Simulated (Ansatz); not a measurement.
# Single-point calculation, with input and output: Si$_{23}$O$_{48}$H (charge −1) (part 1 of 2)

System: Si$_{23}$O$_{48}$H (defect cell, 72 atoms in the cell, total charge −1).
Method: DFT, HSE06, PAW, plane waves (Ansatz 0.2.0).

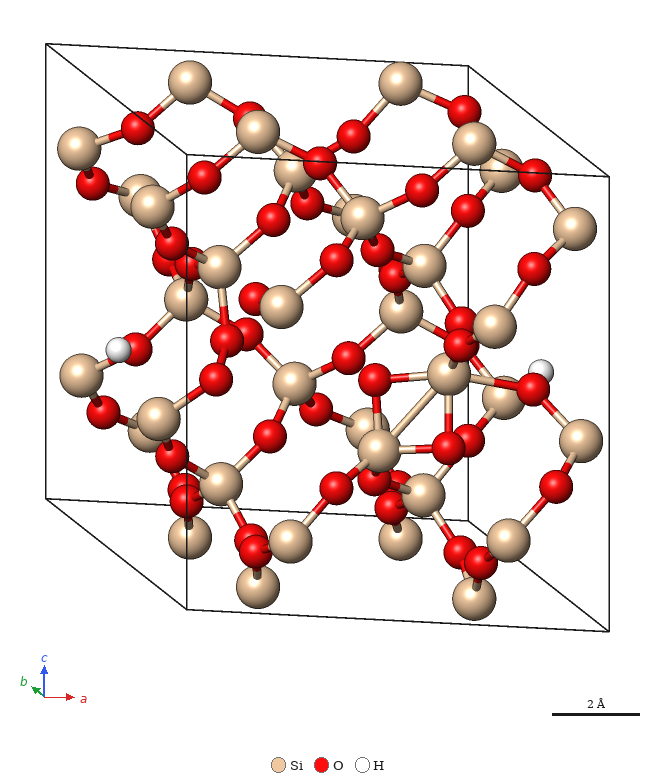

Figure 1. The structure (ball-and-stick view of the cell of the calculation, seen slightly off an axis).

The input:
```yaml
crystal:
  lattice:
    - [9.901639, 0.000000, 0.000000]
    - [-4.950819, 8.575071, 0.000000]
    - [0.000000, 0.000000, 10.885880]
  atoms:
    - { symbol: Si, position: [0.242309, 0.988677, 0.164185] }
    - { symbol: Si, position: [0.229735, 0.016346, 0.672293] }
    - { symbol: Si, position: [0.251721, 0.510815, 0.163463] }
    - { symbol: Si, position: [0.239719, 0.486932, 0.645761] }
    - { symbol: Si, position: [0.770343, 0.025256, 0.183138] }
    - { symbol: Si, position: [0.731266, 0.006072, 0.655849] }
    - { symbol: Si, position: [0.725359, 0.494947, 0.165905] }
    - { symbol: Si, position: [0.728408, 0.496491, 0.669952] }
    - { symbol: Si, position: [0.024956, 0.273862, 0.353488] }
    - { symbol: Si, position: [0.998805, 0.238965, 0.827090] }
    - { symbol: Si, position: [0.992880, 0.725662, 0.337012] }
    - { symbol: Si, position: [0.991259, 0.736642, 0.833123] }
    - { symbol: Si, position: [0.528476, 0.216587, 0.322137] }
    - { symbol: Si, position: [0.489144, 0.218970, 0.830984] }
    - { symbol: Si, position: [0.507326, 0.755840, 0.336832] }
    - { symbol: Si, position: [0.499605, 0.723886, 0.813006] }
    - { symbol: Si, position: [0.251705, 0.248186, 0.001695] }
    - { symbol: Si, position: [0.260315, 0.757072, 0.986675] }
    - { symbol: Si, position: [0.254897, 0.768054, 0.507057] }
    - { symbol: Si, position: [0.771475, 0.272163, 0.995175] }
    - { symbol: Si, position: [0.707326, 0.259365, 0.489102] }
    - { symbol: Si, position: [0.762335, 0.767691, 0.005912] }
    - { symbol: Si, position: [0.763823, 0.767992, 0.505419] }
    - { symbol: O, position: [0.202566, 0.116672, 0.108802] }
    - { symbol: O, position: [0.218226, 0.165241, 0.652942] }
    - { symbol: O, position: [0.209635, 0.628857, 0.094955] }
    - { symbol: O, position: [0.225644, 0.641902, 0.614527] }
    - { symbol: O, position: [0.746004, 0.148255, 0.102802] }
    - { symbol: O, position: [0.689403, 0.123368, 0.584136] }
    - { symbol: O, position: [0.693081, 0.625435, 0.105251] }
    - { symbol: O, position: [0.706808, 0.636281, 0.611962] }
    - { symbol: O, position: [0.375794, 0.064247, 0.269371] }
    - { symbol: O, position: [0.371585, 0.049465, 0.773836] }
    - { symbol: O, position: [0.399242, 0.606283, 0.252328] }
    - { symbol: O, position: [0.391750, 0.558544, 0.739176] }
    - { symbol: O, position: [0.910278, 0.106659, 0.288290] }
    - { symbol: O, position: [0.851352, 0.085734, 0.769206] }
    - { symbol: O, position: [0.855619, 0.568984, 0.274185] }
    - { symbol: O, position: [0.856174, 0.571638, 0.778840] }
    - { symbol: O, position: [0.529846, 0.251062, 0.469026] }
    - { symbol: O, position: [0.407652, 0.275825, 0.933474] }
    - { symbol: O, position: [0.409570, 0.802875, 0.429273] }
    - { symbol: O, position: [0.405862, 0.767945, 0.912262] }
    - { symbol: O, position: [0.931448, 0.333429, 0.447575] }
    - { symbol: O, position: [0.930800, 0.318233, 0.921999] }
    - { symbol: O, position: [0.917802, 0.794159, 0.432921] }
    - { symbol: O, position: [0.922313, 0.794231, 0.944893] }
    - { symbol: O, position: [0.161236, 0.274665, 0.446603] }
    - { symbol: O, position: [0.106814, 0.192813, 0.907908] }
    - { symbol: O, position: [0.104675, 0.676692, 0.412159] }
    - { symbol: O, position: [0.117220, 0.698438, 0.893442] }
    - { symbol: O, position: [0.687607, 0.202953, 0.338817] }
    - { symbol: O, position: [0.623809, 0.199286, 0.903000] }
    - { symbol: O, position: [0.619945, 0.709292, 0.409925] }
    - { symbol: O, position: [0.635368, 0.720322, 0.895243] }
    - { symbol: O, position: [0.099047, 0.399590, 0.244512] }
    - { symbol: O, position: [0.087053, 0.365365, 0.719691] }
    - { symbol: O, position: [0.087080, 0.851888, 0.229989] }
    - { symbol: O, position: [0.066413, 0.865965, 0.728309] }
    - { symbol: O, position: [0.564073, 0.358629, 0.226514] }
    - { symbol: O, position: [0.571572, 0.358563, 0.730582] }
    - { symbol: O, position: [0.608244, 0.904868, 0.249171] }
    - { symbol: O, position: [0.572806, 0.861166, 0.710950] }
    - { symbol: O, position: [0.289947, 0.411671, 0.065967] }
    - { symbol: O, position: [0.240597, 0.434496, 0.496720] }
    - { symbol: O, position: [0.301962, 0.920662, 0.053575] }
    - { symbol: O, position: [0.267124, 0.925629, 0.556997] }
    - { symbol: O, position: [0.790843, 0.428303, 0.059934] }
    - { symbol: O, position: [0.793952, 0.428775, 0.563479] }
    - { symbol: O, position: [0.808026, 0.925586, 0.082990] }
    - { symbol: O, position: [0.806500, 0.936759, 0.559638] }
    - { symbol: H, position: [0.988057, 0.447803, 0.460618] }
  symmetry: { detect: false }
kpoints:
  mp_grid: { grid: [1, 1, 1], shift: [0.25, 0.25, 0.25] }
hamiltonian:
  xc: hse06
total_charge: -1
scf:
  occupations: { method: fermi_dirac, width: 0.01 }
output:
  forces: true
  eigenvalues: true
  populations: true
  charged_corrections: { epsilon: 4.5 }
  eigenstates: { kpoints: [[0.25, 0.25, 0.25]], e_range: [-6.0, 6.0], localisation: true }
```

Output:
```
Pseudopotentials: kind: paw
Functional definition: HSE06
  parameter a = 0.25
  parameter omega = 0.11/bohr
  exchange = pbe_x - a*pbe_x_sr(omega) + a*exact_x_sr(omega)
  correlation = pbe_c
Crystal: 72 atoms, lattice volume = 924.290 Å³
Basis set: ecut = 420 eV, 18049 PW (Γ), exchange–correlation on 144×144×150 points (8 copies of the dense FFT grid, shifted against one another)
Bands: 263, of which v1, the nominal top of the filled ones, is band 191 counted from 1 (190 counted from 0)
Symmetry: 1 space group operations
k-points: 1
Non-local potential: Si, projectors of the file, l = 0: 2, l = 1: 2, l = 2: 2
Non-local potential: O, projectors of the file, l = 0: 2, l = 1: 2, l = 2: 1
Non-local potential: H, projectors of the file, l = 0: 2, l = 1: 1
PAW form: soft (Blöchl's): semilocal exchange-correlation on the pseudo side does not see the compensation charge
PAW frozen core: Si, regenerated for the run's functional, and the local potential with it (the file was generated under x = pbe(κ = 0.804, μ = 0.2195149727645171), c = pbe(β = 0.06672455060314922))
PAW frozen core: O, regenerated for the run's functional, and the local potential with it (the file was generated under x = pbe(κ = 0.804, μ = 0.2195149727645171), c = pbe(β = 0.06672455060314922))
PAW one-centre angular grid: Si, 110 points (default); XC on 64 Gauss nodes
PAW one-centre angular grid: O, 110 points (default); XC on 96 Gauss nodes
PAW one-centre angular grid: H, 110 points (default); XC on 64 Gauss nodes
Initial density: superposition of atomic densities (neutral atoms scaled as one to the charged cell's electrons: chi_scale 0, normalization atom), corrected by the library's trained network
Initial wavefunctions: pseudopotential atomic-orbital guess
Functional: x = pbe(κ = 0.804, μ = 0.2195149727645171), c = pbe(β = 0.06672455060314922), warm-up for x = pbe(κ = 0.804, μ = 0.2195149727645171) + 0.25 (exact − pbe) at short range (hse, ω = 0.20786987370883472 Å⁻¹), c = pbe(β = 0.06672455060314922); HSE06 as pw.x's `hse` composes it (authors' and Libxc's form: `xc: wpbeh`)
SCF iter   1: F=—  HF=-41940.161315 eV  |F-HF|=—  |Δ(HF+E_count)|=         —  Δρ=6.49e-3  dr2=4.67e-1  ethr=1.77e-3  ⟨swp⟩=13.0  Hψ=1543  notcnv=0
preconditioner: auto → none  [insulator: Δε(μ)=2.978 eV  Ē_g=16.533 eV  σ=0.010 eV  W_gap=1.00  n_scr=212 (ndim 8)  ℏωp=23.9 eV  f_vac=0.136  D(μ)=0.00/eV (n_scr^D=0)]
SCF iter   2: F=—  HF=-41940.060206 eV  |F-HF|=—  |Δ(HF+E_count)|=   1.01e-1  Δρ=4.66e-3  dr2=1.52e-1  ethr=1.22e-4  ⟨swp⟩=9.0  Hψ=881  notcnv=0  defer=5
iter 3 solved again at ethr=3.37e-6 eV; its pass at ethr=3.97e-5 eV (dr2=1.29e-2 eV) is discarded
SCF iter   3: F=—  HF=-41940.029538 eV  |F-HF|=—  |Δ(HF+E_count)|=   3.07e-2  Δρ=1.19e-3  dr2=1.31e-2  ethr=3.37e-6  ⟨swp⟩=10.0  Hψ=1273  notcnv=0  defer=10
SCF iter   4: F=—  HF=-41940.028482 eV  |F-HF|=—  |Δ(HF+E_count)|=   1.06e-3  Δρ=6.19e-4  dr2=2.13e-3  ethr=3.37e-6  ⟨swp⟩=13.0  Hψ=662  notcnv=0  defer=1
SCF iter   5: F=-41940.029028 eV  HF=-41940.029024 eV  |F-HF|=3.89e-6  |Δ(HF+E_count)|=   5.42e-4  Δρ=2.20e-4  dr2=2.62e-4  ethr=5.59e-7  ⟨swp⟩=7.0  Hψ=619  notcnv=0  defer=2
SCF 1 stopped early in 5 iterations: F = -41940.029028 eV  dr2 = 2.62e-4
  greatest PAW one-centre occupation: 0.872 electrons in one spin orbital (limit 2), on the O atom at site 47 (counted from 0), in its partial waves of l = 0
Initial density: handed on by an earlier stage of this run
Initial wavefunctions: those handed on with the density
Functional: x = pbe(κ = 0.804, μ = 0.2195149727645171) + 0.25 (exact − pbe) at short range (hse, ω = 0.20786987370883472 Å⁻¹), c = pbe(β = 0.06672455060314922); HSE06 as pw.x's `hse` composes it (authors' and Libxc's form: `xc: wpbeh`)
Exchange kernel: α = 0.2500, screened, ω = 0.2079 Å⁻¹, Wigner–Seitz truncation, v(0) = 895.0449 eV·Å³, q-mesh 1×1×1, nearest image of the exchange supercell L = 9.90 Å, pair-density grid 45×45×54, without the augmentation charges, whose exchange is taken in its separable form (sized by the pseudopotential files, 60×60×75 at the most)
Frozen-core exchange: fock
SCF iter   1: F=—  HF=-41946.982414 eV  |F-HF|=—  |Δ(HF+E_count)|=         —  Δρ=7.00e-3  dr2=3.50e-1  ethr=6.86e-7  ⟨swp⟩=15.0  Hψ=1530  notcnv=0
preconditioner: auto → none  [insulator: Δε(μ)=4.490 eV  Ē_g=19.096 eV  σ=0.010 eV  W_gap=1.00  n_scr=212 (ndim 8)  ℏωp=23.9 eV  f_vac=0.130  D(μ)=0.00/eV (n_scr^D=0)]
SCF iter   2: F=—  HF=-41946.870285 eV  |F-HF|=—  |Δ(HF+E_count)|=   1.12e-1  Δρ=3.95e-3  dr2=6.58e-2  ethr=6.86e-7  ⟨swp⟩=6.0  Hψ=1132  notcnv=0
SCF iter   3: F=—  HF=-41946.987088 eV  |F-HF|=—  |Δ(HF+E_count)|=   1.17e-1  Δρ=1.92e-3  dr2=3.11e-2  ethr=6.86e-7  ⟨swp⟩=7.0  Hψ=1094  notcnv=0
SCF iter   4: F=—  HF=-41946.977614 eV  |F-HF|=—  |Δ(HF+E_count)|=   9.47e-3  Δρ=3.10e-4  dr2=1.01e-3  ethr=6.86e-7  ⟨swp⟩=5.0  Hψ=900  notcnv=0
SCF iter   5: F=—  HF=-41946.979533 eV  |F-HF|=—  |Δ(HF+E_count)|=   1.92e-3  Δρ=3.02e-4  dr2=7.89e-4  ethr=2.01e-7  ⟨swp⟩=8.0  Hψ=773  notcnv=0  defer=3
SCF iter   6: F=-41946.979322 eV  HF=-41946.979334 eV  |F-HF|=1.14e-5  |Δ(HF+E_count)|=   1.99e-4  Δρ=4.93e-5  dr2=4.00e-5  ethr=2.00e-7  ⟨swp⟩=4.0  Hψ=467  notcnv=0
SCF 2 stopped early in 6 iterations: F = -41946.979322 eV  dr2 = 4.00e-5
  Residual-converged pass: ⟨swp⟩=5.0  Hψ=840  notcnv=0  max |occ|·‖R‖ = 6.2e-6 eV (tolerance 6.7e-6 eV)  dr2=4.39e-5  dr2_onsite=1.62e-6  max |Δocc| = 0.0e0
  greatest PAW one-centre occupation: 0.874 electrons in one spin orbital (limit 2), on the O atom at site 47 (counted from 0), in its partial waves of l = 0
hybrid outer 1: dexx = +1.384e-1 eV, tail = 1.69e-4 eV
SCF iter   1: F=—  HF=-41946.977912 eV  |F-HF|=—  |Δ(HF+E_count)|=         —  Δρ=6.54e-5  dr2=3.54e-5  ethr=2.22e-7  ⟨swp⟩=18.0  Hψ=775  notcnv=0
preconditioner: auto → none  [insulator: Δε(μ)=4.327 eV  Ē_g=19.072 eV  σ=0.010 eV  W_gap=1.00  n_scr=212 (ndim 8)  ℏωp=23.9 eV  f_vac=0.140  D(μ)=0.00/eV (n_scr^D=0)]
SCF iter   2: F=—  HF=-41946.977904 eV  |F-HF|=—  |Δ(HF+E_count)|=   8.12e-6  Δρ=1.51e-5  dr2=1.25e-6  ethr=8.71e-9  ⟨swp⟩=5.0  Hψ=470  notcnv=0
SCF iter   3: F=—  HF=-41946.977907 eV  |F-HF|=—  |Δ(HF+E_count)|=   3.39e-6  Δρ=1.30e-5  dr2=1.17e-6  ethr=2.13e-10  ⟨swp⟩=7.0  Hψ=794  notcnv=0  defer=10
SCF iter   4: F=—  HF=-41946.977907 eV  |F-HF|=—  |Δ(HF+E_count)|=   2.81e-7  Δρ=2.51e-6  dr2=3.06e-8  ethr=2.13e-10  ⟨swp⟩=7.0  Hψ=503  notcnv=0  defer=1
SCF iter   5: F=-41946.977907 eV  HF=-41946.977907 eV  |F-HF|=3.75e-9  |Δ(HF+E_count)|=   2.90e-9  Δρ=9.05e-7  dr2=1.31e-8  ethr=5.99e-12  ⟨swp⟩=7.0  Hψ=710  notcnv=0
SCF 3 converged in 5 iterations: F = -41946.977907 eV  dr2 = 1.31e-8
  Residual-converged pass: ⟨swp⟩=2.0  Hψ=454  notcnv=0  max |occ|·‖R‖ = 1.8e-6 eV (tolerance 2.7e-6 eV)  dr2=1.32e-8  dr2_onsite=3.56e-10  max |Δocc| = 0.0e0
hybrid outer 2: dexx = +3.489e-6 eV, tail = 4.60e-8 eV, Δε = 2.21e-3 eV (about 3.77e-5 eV left of the loop's levels), ΔF = 1.73e-2 eV/Å (tail 1.41e-3)
SCF iter   1: F=—  HF=-41946.977907 eV  |F-HF|=—  |Δ(HF+E_count)|=         —  Δρ=2.42e-6  dr2=3.95e-8  ethr=6.03e-11  ⟨swp⟩=20.0  Hψ=1042  notcnv=6
preconditioner: auto → none  [insulator: Δε(μ)=4.323 eV  Ē_g=19.072 eV  σ=0.010 eV  W_gap=1.00  n_scr=212 (ndim 8)  ℏωp=23.9 eV  f_vac=0.140  D(μ)=0.00/eV (n_scr^D=0)]
SCF iter   2: F=-41946.977907 eV  HF=-41946.977907 eV  |F-HF|=8.59e-10  |Δ(HF+E_count)|=   1.04e-8  Δρ=4.25e-7  dr2=1.43e-9  ethr=1.01e-11  ⟨swp⟩=6.0  Hψ=479  notcnv=0
SCF 4 converged in 2 iterations: F = -41946.977907 eV  dr2 = 1.43e-9
  Residual-converged pass: ⟨swp⟩=3.0  Hψ=597  notcnv=0  max |occ|·‖R‖ = 1.2e-6 eV (tolerance 1.3e-6 eV)  dr2=1.56e-9  dr2_onsite=8.60e-11  max |Δocc| = 0.0e0
```

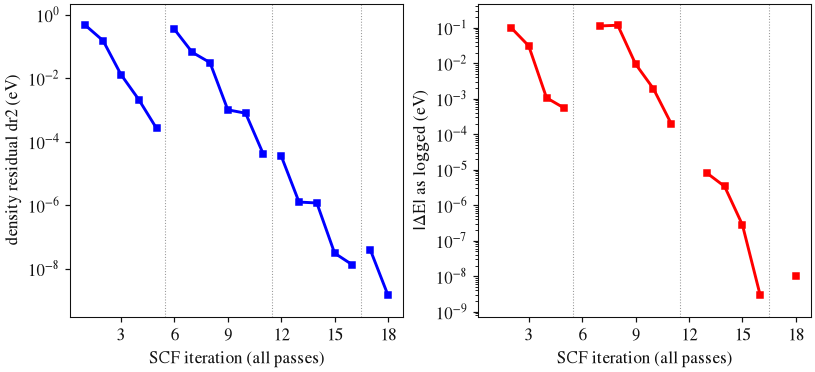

Figure 2. Convergence of the self-consistent field: density residual dr2 and size of the energy change against the SCF iteration. The run starts with a semilocal functional; after that each stretch between dotted lines is one SCF of the hybrid functional between two exact rebuilds of the exchange operator by the outer loop. Early passes are stopped at a loose threshold. The passes take 5, 6, 5 and 2 iterations.
